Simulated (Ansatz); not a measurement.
System: Al6N (slab).

Input

```
crystal:
  lattice:
    - [5.7143028096, 0.0, 0.0]
    - [0.0, 5.7143028096, 0.0]
    - [0.0, 0.0, 22.1750227687]
  atoms:
    - { symbol: Al, position: [0.25, 0.25, 0.1803831293] }
    - { symbol: Al, position: [0.25, 0.75, 0.1803831293] }
    - { symbol: Al, position: [0.75, 0.25, 0.1803831293] }
    - { symbol: Al, position: [0.75, 0.75, 0.1803831293] }
    - { symbol: Al, position: [0.0, 0.0, 0.274409492] }
    - { symbol: Al, position: [0.0, 0.5, 0.274409492] }
    - { symbol: Al, position: [0.5, 0.0, 0.274409492] }
    - { symbol: Al, position: [0.5, 0.5, 0.274409492] }
    - { symbol: Al, position: [0.25, 0.25, 0.3686590473] }
    - { symbol: Al, position: [0.25, 0.75, 0.3686590473] }
    - { symbol: Al, position: [0.75, 0.25, 0.3686590473] }
    - { symbol: Al, position: [0.75, 0.75, 0.3686590473] }
    - { symbol: "N", position: [0.2375007853, 0.5, 0.4191663236] }
    - { symbol: "N", position: [0.7624992147, 0.5, 0.4191663236] }
basis:
  ecutwfc: 420
kpoints:
  mp_grid: { grid: [5, 5, 1] }
hamiltonian:
  xc: pbe
scf:
  occupations: { method: gaussian, width: 0.1 }
output:
  forces: true
  eigenvalues: true
  write_density: true
  write_potential: true
  elf: true
  volumetric_format: npy
efield:
  axis: 3
  dipole_correction: true
  ramp_width: 0.04
```

Run with:

```sh
ansatz run input.yaml --threads 4 --pin off --max-ram 12288MiB --backend cpu --events-out ev --progress --plain --runs-dir out
```

Not relaxed (largest force 0.4 eV/Å).

Level of theory: DFT PBE, scalar-relativistic, plane waves, PAW (Ansatz).

Predict the valence pseudo-density and electron localisation function between the atoms.

Al–N (1.82 Å): ρ at the midpoint is about 0.77 e/Å³; the ELF peaks at about 0.90 in the valence shell of N, 0.7 Å from its nucleus, and is about 0.85 at the midpoint.

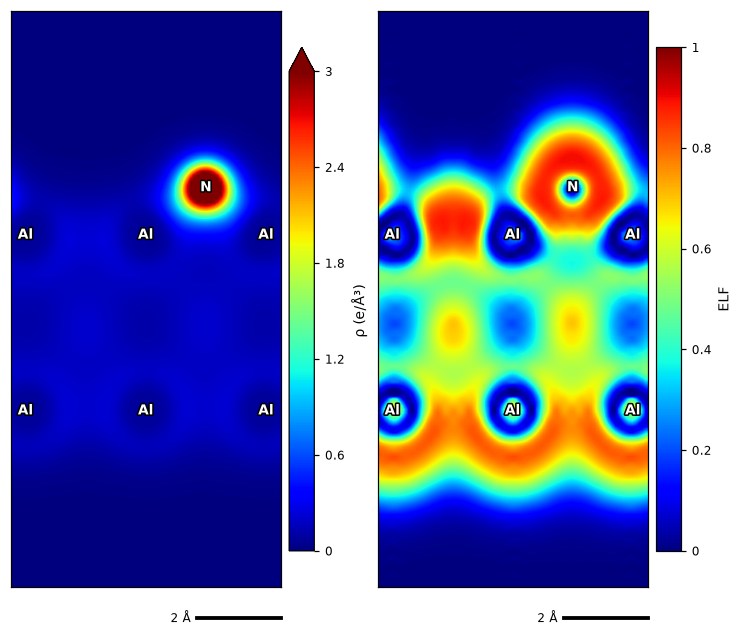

Computed valence pseudo-density and electron localisation function on the (100) plane of the calculation cell, a cut from vacuum to vacuum, in this order. 

In a PAW calculation such maps are meaningful between the atoms, not at the nuclei.
